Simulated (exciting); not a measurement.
**Energy of PtSe along an even scaling of the cell**

System: PtSe (2 atoms in the cell).
Method: Kohn-Sham DFT of a periodic cell, PBEsol, all-electron LAPW+lo, shipped species files, no spin polarisation (exciting sodium).

The 7 runs differ only in the geometry, by an even scaling of the cell at fixed fractional positions. The structure was built on a prototype by a generator; it need not be a known phase.

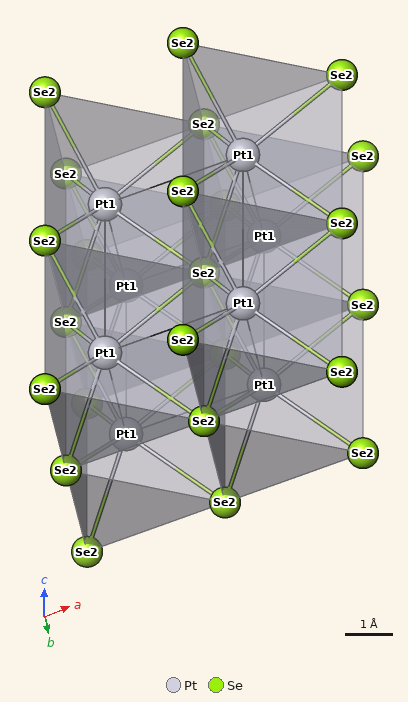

Figure 1. The structure of run 4 (polyhedral view of the cell of the calculation, seen at an oblique angle; polyhedra are completed across the faces of the cell; atoms are numbered from 1 in the order of the input). An atom can appear more than once, as a periodic image.

### Input of run 4
```
<input>
  <title>PtSe</title>
  <structure speciespath="./" tshift="false">
    <crystal scale="1">
      <basevect>6.995521072578 0.000000000000 0.000000000000</basevect>
      <basevect>-3.497760526840 6.058298966672 0.000000000000</basevect>
      <basevect>0.000000000000 0.000000000000 6.827281968237</basevect>
    </crystal>
    <species speciesfile="Pt.xml" rmt="2.3">
      <atom coord="0.000000000000 0.000000000000 0.000000000000"/>
    </species>
    <species speciesfile="Se.xml" rmt="2">
      <atom coord="0.666666666667 0.333333333333 0.500000000000"/>
    </species>
  </structure>
  <groundstate do="fromscratch" ngridk="8 8 7" rgkmax="9" gmaxvr="14" lmaxapw="10" lmaxmat="10" lmaxvr="8" xctype="GGA_PBE_SOL" stype="Fermi Dirac" swidth="0.00183747" nempty="14" ValenceRelativity="iora*" epsengy="1e-05" epspot="1e-05" maxscl="60" tforce="true" outputlevel="normal"/>
</input>
```

Command:
```bash
OMP_NUM_THREADS=1 exciting_smp
```

Lattice vectors (Å) and fractional positions of run 4:
```
   3.701870    0.000000    0.000000
  -1.850935    3.205914    0.000000
   0.000000    0.000000    3.612842
Pt  0.000000  0.000000  0.000000
Se  0.666667  0.333333  0.500000
```

Run 6 has the same physical settings and fractional positions; its lattice vectors (Å) are:
```
   3.750585    0.000000    0.000000
  -1.875292    3.248102    0.000000
   0.000000    0.000000    3.660385
```

### Results, with one run withheld

| run | volume per atom (Å³) | free energy per atom, from the lowest run given (meV) |
| --- | --- | --- |
| 1 | 20.152 | 0.00 |
| 2 | 20.581 | 37.22 |
| 3 | 21.010 | 74.71 |
| 4 | 21.438 | 120.97 |
| 5 | 21.867 | 172.95 |
| 6 | 22.296 | ? |
| 7 | 22.725 | 265.93 |

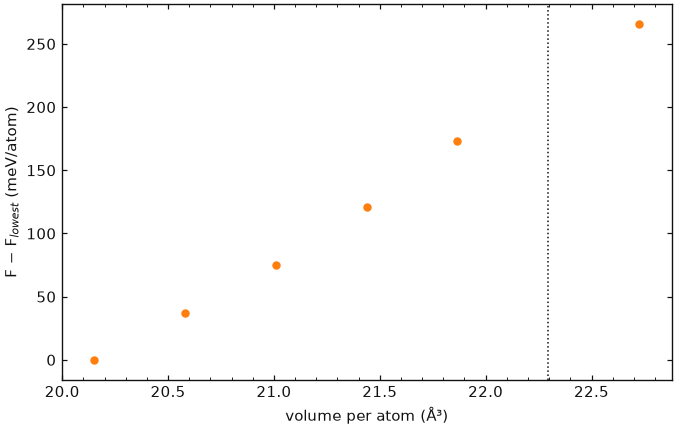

Figure 2. Free energy per atom of the runs given; the dotted line marks run 6.

What should run 6 give?

A cubic polynomial in V^(−2/3) (the Birch–Murnaghan form), fitted to the 6 runs given, misses them by at most 2.54 meV per atom. With x = V^(−2/3) − 0.13027 Å⁻², it reads F = 103.87 − 26711 x + 7.5347e+05 x² + 6.6299e+07 x³ (meV per atom). At run 6 it gives 219.54 meV per atom, and the run itself gives 218.60. The fit has no minimum inside this range. The miss comes from the order of the polynomial or from scatter in that run; these data can't tell which.

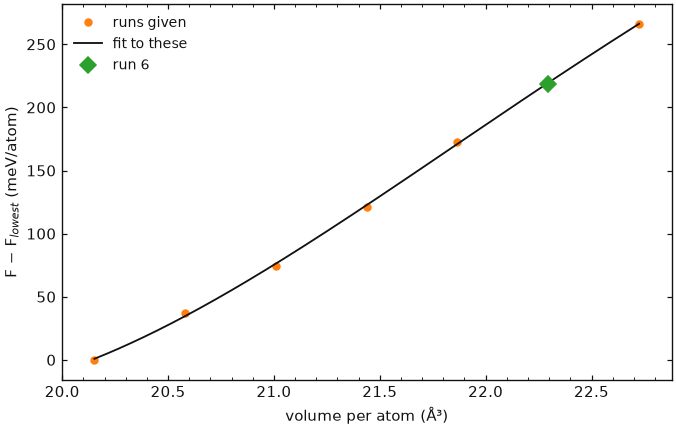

Figure 3. The fit and the withheld run.

### Some lines of the output (run 6)
```
[...]
 DOS at Fermi energy (states/Ha/cell)       :        33.93409631
 Absolute change in total energy   (target) :  0.198059E-04  ( 0.100000E-04)
 Total energy                               :    -20870.12630631
 DOS at Fermi energy (states/Ha/cell)       :        33.93410823
 Absolute change in total energy   (target) :  0.124356E-04  ( 0.100000E-04)
 Total energy                               :    -20870.12630029
 DOS at Fermi energy (states/Ha/cell)       :        33.93410622
 Absolute change in total energy   (target) :  0.601339E-05  ( 0.100000E-04)
 Total energy                               :    -20870.12629390
 Fermi energy                               :         0.25123396
 DOS at Fermi energy (states/Ha/cell)       :        33.93405862
 Absolute change in total energy   (target) :  0.639102E-05  ( 0.100000E-04)
 Total energy                               :    -20870.12629407
 DOS at Fermi energy (states/Ha/cell)       :        33.93405997
```

Notes: Spin–orbit coupling is left out, which matters for Pt.
